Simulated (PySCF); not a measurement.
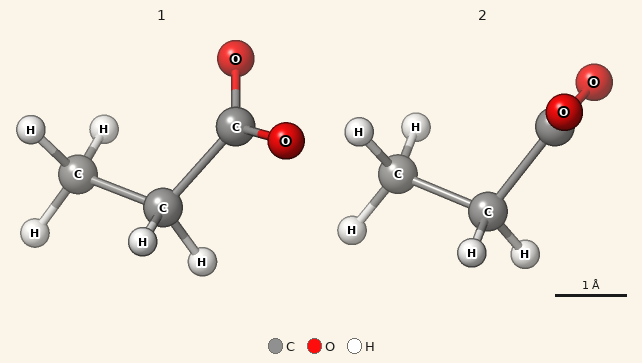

Two geometries of C₃H₅O₂ (charge −1), drawn at one scale. One is the start of a relaxation, the other its converged end. The picture is a ball-and-stick view, seen at a tilt.

These are results of PySCF, PBE0-D3(BJ)/def2-SVP geometry optimisation, gas phase, not measurements. 

### Which of the two is the end point?

Structure 1 is the relaxed one. The start comes from GFN2-xTB. Its atoms were then displaced at random by about 0.01 Å. The atom that moves furthest after the best rigid fit is an O atom (0.75 Å). By element the largest moves are O 0.75 Å, H 0.27 Å, C 0.13 Å. Some distances before and after: C–H 1.075 → 1.107 Å, C–C 1.500 → 1.518 Å, C–H 1.114 → 1.101 Å, C–O 1.238 → 1.249 Å. Among the angles between lasting bonds that change: H–C–H 110.5° → 105.9°, C–C–C 109.8° → 113.7°, H–C–H 106.4° → 109.9°. Groups turn about C–C by about 45°. The energy falls by 15.6 kJ/mol in 14 geometry steps.

Limits of the set-up: the basis has no diffuse functions, which an anion needs.
